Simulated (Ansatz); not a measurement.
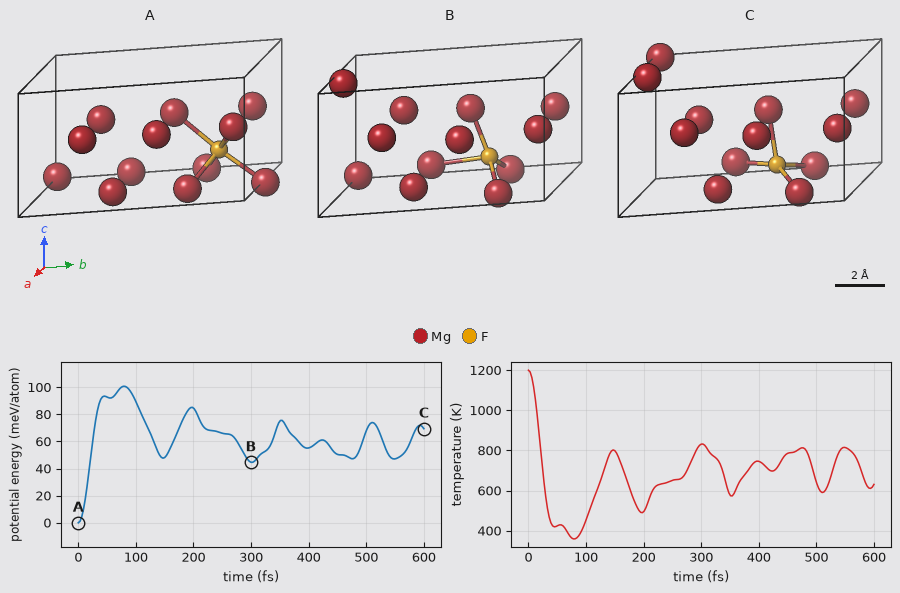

A Born-Oppenheimer molecular dynamics run of Mg with an interstitial F (13 atoms in the cell), 600 fs long. Frames (A at 0 fs, B at 300 fs, C at 600 fs) and the history of the run. The picture is a ball-and-stick view of the simulation cell, seen slightly off an axis. Atoms that leave the cell re-enter on the other side. Bonds to atoms that aren't drawn are left out.

Theory: DFT PBE, scalar-relativistic, plane waves, PAW in Ansatz. Set-up: plane-wave cutoff 420 eV; k-point mesh 3 × 2 × 3; Fermi-Dirac smearing 0.05 eV; constant energy (NVE); velocities drawn for 1200 K; time step 3 fs.

Input file:
```yaml
crystal:
  lattice:
    - [6.42, 0.0, 0.0]
    - [-4.815, 8.339825, 0.0]
    - [0.0, 0.0, 5.21304]
  atoms:
    - { symbol: Mg, position: [0.00299879, 0.00425912, 0.01363359] }
    - { symbol: Mg, position: [0.17232961, 0.22537626, 0.50093247] }
    - { symbol: Mg, position: [0.00168186, 0.33069957, 0.00949827] }
    - { symbol: Mg, position: [0.1611437, 0.54756654, 0.51066888] }
    - { symbol: Mg, position: [-0.00523516, 0.66360435, -0.00591887] }
    - { symbol: Mg, position: [0.16264392, 0.89391757, 0.51748483] }
    - { symbol: Mg, position: [0.50640131, 0.00805045, -0.00785398] }
    - { symbol: Mg, position: [0.6655308, 0.22407741, 0.49127603] }
    - { symbol: Mg, position: [0.49670223, 0.33113017, 0.00095116] }
    - { symbol: Mg, position: [0.66377066, 0.55240935, 0.48958676] }
    - { symbol: Mg, position: [0.50622733, 0.66338774, -0.01411416] }
    - { symbol: Mg, position: [0.67469933, 0.89315115, 0.50855159] }
    - { symbol: F, position: [0.32163001, 0.77238372, 0.23134055] }
basis:
  ecutwfc: 420.0
kpoints:
  mp_grid: { grid: [3, 2, 3] }
hamiltonian:
  xc: pbe
scf:
  occupations: { method: fermi_dirac, width: 0.05 }
  lower_state_search: "off"
  convergence: { dr2_threshold: 0.001 }
  max_iter: 97
md:
  timestep: 3.0
  n_steps: 200
  ensemble: nve
  temperature: 1200.0
  initial_velocities: maxwell_boltzmann
  seed: 428709
```

Command:
```bash
ansatz run input.yaml --threads 2 --pin off --max-ram 5120MiB --backend cpu --events-out ev --progress --plain --runs-dir out
```

> Describe the run.

The mean temperature in the second half is 720 K (standard deviation 73 K). The first frame carries almost no forces, so kinetic energy first flows into potential energy: the temperature drops from 1200 to 419 K within 45 fs, and without a thermostat its mean stays below the start. The potential energy in the second half lies on average 58.3 meV per atom above the first frame. In the second half of the run the atoms are, in the root-mean-square, this far from where they began (common drift taken out): F 1.79 Å, Mg 0.35 Å. Against the typical shortest distance between atoms in the first frame, about 2.4 Å, the F atoms wander away from their sites and keep going, while the Mg atoms only vibrate. The total energy stays between 0 and 1.6 meV per atom of its start. A straight-line fit has a slope that amounts to +1.3 meV per atom over 600 fs (1.6 % of the mean kinetic energy), its mean offset in the second half is 1.3 %, and the ripple about the line is 0.6 % of the kinetic energy's fluctuation. With a drift under 2 % and a ripple under 7 %, the integration is accurate. The self-consistency threshold is loose, so the forces are noisy.

Limits of the set-up: the cell has an odd number of electrons but was run without spin polarisation; the k-point mesh is coarse for a cell with partly filled bands; the periodic images lie only 5.2 Å apart, so the values are limited by the cell's size.
